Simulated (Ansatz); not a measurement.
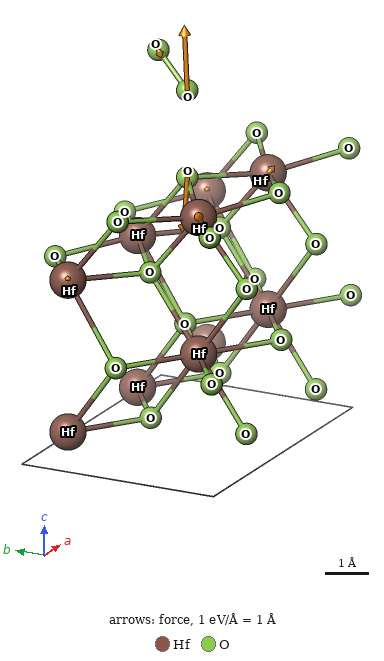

Starting geometry of a slab of composition Hf4O9 (cut from the Fm-3m phase) with the computed forces as orange arrows. A ball-and-stick model of the cell of the calculation, outlined in the plane, without the vacuum (origin shifted), seen from a free direction.

Case: 1 O2 a cell, tilted, over a top O site. The slab is the (1 1 0) face of HfO2 with O2 on it. 12 atoms are held fixed.

Method: DFT PBE+D3(BJ), scalar-relativistic, plane waves, PAW (Ansatz). (plane-wave cutoff 420 eV; k-point mesh 2 × 3 × 1; occupations gaussian; smearing width 0.05 eV; collinear spin; dipole correction; atoms relaxed in a fixed cell; force threshold 0.04 eV/Å; at most 100 steps)

Is this structure relaxed? If not, where do the atoms go?

It isn't relaxed: the largest force vector, on an O atom, is 1.60 eV/Å. The final displacements have little in common with the starting forces (cosine between the two patterns 0.01). The largest move is that of an O atom, 2.18 Å within the plane. By element the largest moves are O 2.18 Å, Hf 0.06 Å. The cell doesn't change. Some distances before and after: Hf–O 3.250 → 2.357 Å, Hf–Hf 3.407 → 3.463 Å, Hf–O 2.030 → 2.069 Å, Hf–O 2.119 → 2.080 Å. New bonds form: Hf–O (3.25 → 2.36 Å). Bond angles that change, for instance: O–Hf–O 166.9° → 170.5°, O–Hf–O 116.2° → 114.2°. The energy falls by 0.696 eV per cell of the calculation in 19 geometry steps. The largest force component goes from 1.6 to 0.031 eV/Å.

Limits of the set-up: the k-point mesh is coarse for a cell with partly filled bands; the periodic images lie only 5.1 Å apart, so the values are limited by the cell's size.
